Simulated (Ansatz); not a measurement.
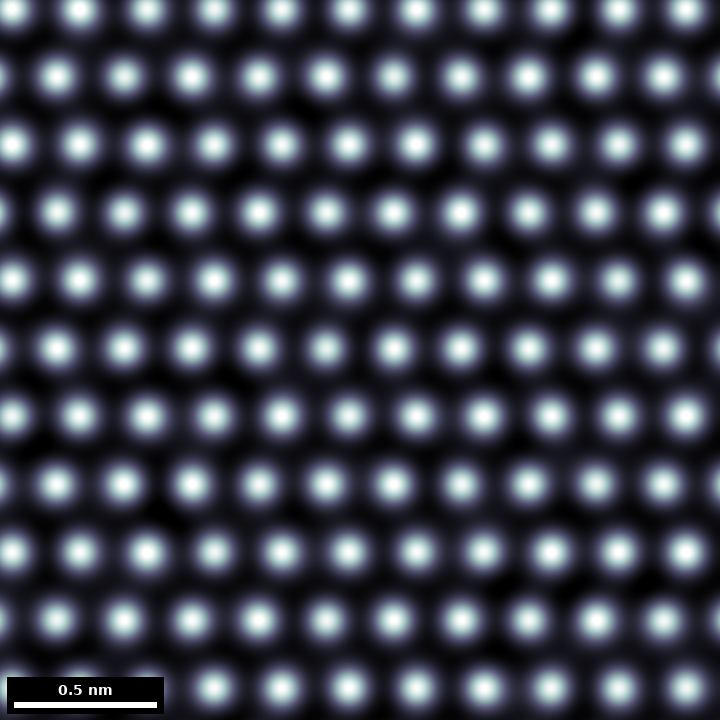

Integrated-DPC-like image of Pt (P6_3/mmc, No. 194) along [100]. Simulated as the projected potential of neutral atoms (B = 0.8 Å²) blurred by a 0.98 Å probe, the thin-sample limit of integrated differential phase contrast. The speckle of an amorphous layer was added. Model: coordinates from a relaxation at fixed volume with Ansatz, DFT r2SCAN, scalar-relativistic, plane waves, PAW; the starting structure was generated, so it need not be a known form of this composition.

> What can be read from this image?

The columns repeat on a rectangular net of 2.37 × 4.77 Å (plane group p2mg). All columns are alike (Pt). The shortest distance between visible columns is 2.37 Å in projection. Along the beam the structure repeats every 2.73 Å.
